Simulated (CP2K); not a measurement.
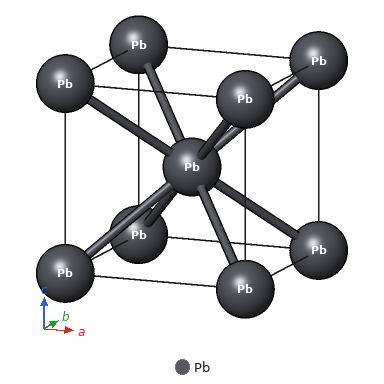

System: Pb, space group Im-3m (No. 229). The picture shows the conventional cell.

Structure:
```cif
data_structure
_symmetry_space_group_name_H-M 'P 1'
_symmetry_Int_Tables_number 1
_cell_length_a 3.4289
_cell_length_b 3.4289
_cell_length_c 3.4289
_cell_angle_alpha 109.471
_cell_angle_beta 109.471
_cell_angle_gamma 109.471
_cell_volume 31.03
loop_
_atom_site_label
_atom_site_type_symbol
_atom_site_fract_x
_atom_site_fract_y
_atom_site_fract_z
_atom_site_occupancy
Pb1 Pb 0.00000 0.00000 0.00000 1
```

Calculation (CP2K 2026.2): DFT in Gaussian orbitals with a plane-wave density, no spin polarisation; energies at scaled volumes of the given cell, shape and fractions fixed, counted from the fit's minimum, third-order Birch-Murnaghan fit. Level: PBEsol.

```json
{"setting": "k mesh", "value": "9×9×9"}
{"setting": "occupations", "value": "Fermi–Dirac"}
{"setting": "smearing width", "value": "0.05 eV"}
{"setting": "potentials", "value": "GTH PBE with UZH TZVP basis"}
{"setting": "density cutoff", "value": "6123 eV"}
{"setting": "program settings", "value": "ngrids 5, basis sets Pb TZVP-MOLOPT-PBE-GTH-q4, cutoff ry 450 Ry, rel cutoff ry 60 Ry"}
```

What does the calculation give for the energy and pressure against volume? The volume takes the values 29.17, 29.79, 30.41, 31.03, 31.65, 32.27, 32.90 Å³/atom.

A third-order Birch–Murnaghan fit gives V0 = 31.54 Å³/atom, B0 = 45.4 GPa and B′ = 4.3. The energy is 28.95 meV/atom at volume 29.17 Å³/atom and 7.65 meV/atom at 32.90 Å³/atom; the lowest computed point is at volume 31.65 Å³/atom (0.05 meV/atom), in a single well. The pressure falls from 4.20 GPa at volume 29.17 Å³/atom to −1.73 GPa at 32.90 Å³/atom, and changes sign near 31.54 Å³/atom.

```
volume (Å³/atom)  energy (meV/atom)  pressure (GPa)
           29.17              28.95            4.20
           29.79              15.20            2.92
           30.41               6.11            1.79
           31.03               1.18            0.77
           31.65               0.05           -0.17
           32.27               2.33           -1.00
           32.90               7.65           -1.73
```

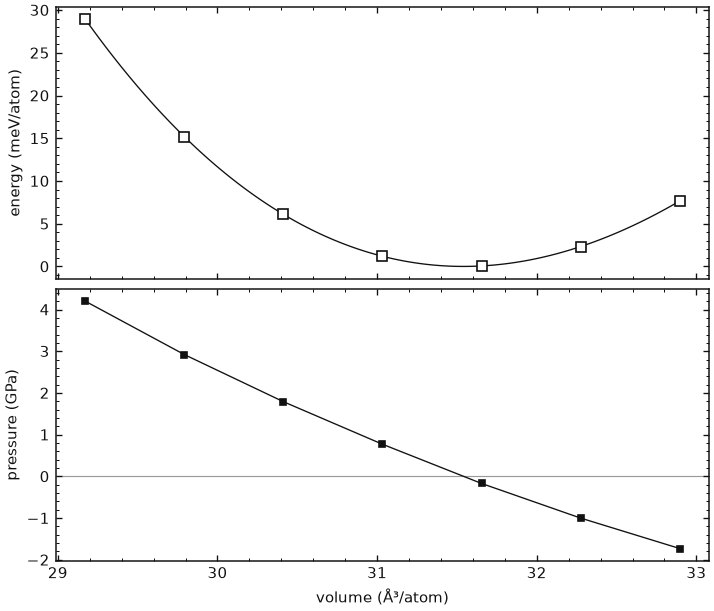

Note: spin-orbit coupling left out, heavy elements.
